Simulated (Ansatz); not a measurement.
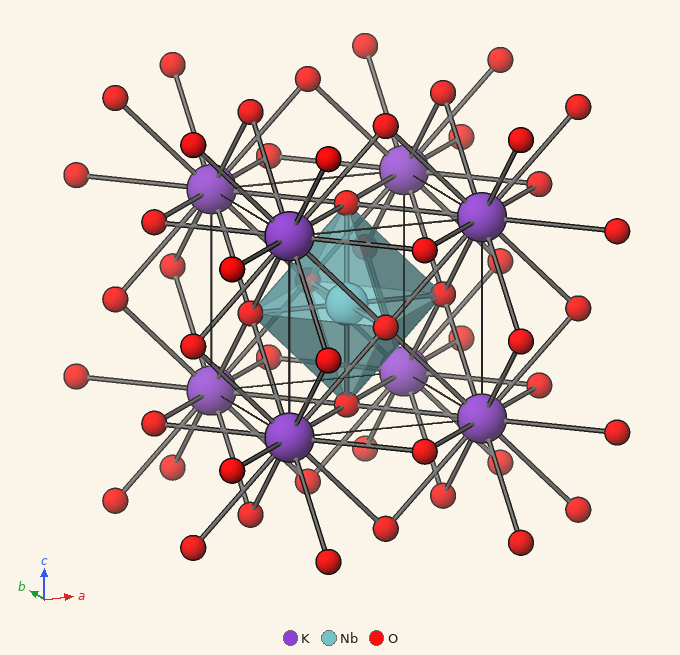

The crystal in a polyhedral representation, seen slightly off an axis. The wireframe shows the conventional unit cell. Some neighbours outside the box are added.

KNbO$_{3}$, cubic perovskite, space group Pm-3m (No. 221), a = 3.996 Å, b = 3.996 Å, c = 3.996 Å, α = 90.00°, β = 90.00°, γ = 90.00°. It goes back to a structure type filled with these elements by a generator (whether the compound takes this form wasn't checked). Earlier steps of the study may have refined or changed the cell and positions. An electronic-structure calculation with Ansatz was run on it.

This one geometry was computed with Ansatz (DFT, plane waves, PAW) at six levels of theory: PBE0, dielectric-dependent PBE0 (fraction 1/eps_inf of PBE), HSE06, LDA, PBE with spin-orbit coupling and PBE. It was relaxed beforehand with r2SCAN.

Q: Which level gives the highest pressure at this volume, and what does that say about its equilibrium volume?

A: Highest: PBE with spin-orbit coupling (4.1 GPa) and PBE (4.1 GPa), which points to the largest equilibrium volume. Lowest, with the smallest volume: LDA (-6.2 GPa). Levels within 0.5 GPa of each other can't be told apart.

Q: How does the band gap change with the level of theory?

A: LDA: a gap of 1.49 eV, indirect; PBE with spin-orbit coupling: a gap of 1.53 eV, indirect; PBE: a gap of 1.57 eV, indirect; dielectric-dependent PBE0 (fraction 1/eps_inf of PBE): a gap of 2.78 eV, indirect; HSE06: a gap of 2.81 eV, indirect; PBE0: a gap of 3.55 eV, indirect.

Q: Collect the results in a table.

A:
| level | cutoff (eV) | k-mesh of the run's cell | gap (eV) | pressure (GPa) |
| --- | --- | --- | --- | --- |
| PBE0 | 420 | 4×4×4 | 3.55 | -2.3 |
| dielectric-dependent PBE0 (fraction 1/eps_inf of PBE) | 420 | 4×4×4 | 2.78 | 0.0 |
| HSE06 | 420 | 4×4×4 | 2.81 | -2.2 |
| LDA | 420 | 6×6×6 | 1.49 | -6.2 |
| PBE with spin-orbit coupling | 420 | 6×6×6 | 1.53 | 4.1 |
| PBE | 420 | 6×6×6 | 1.57 | 4.1 |

Gaps are taken on the k-mesh or band path of each run.
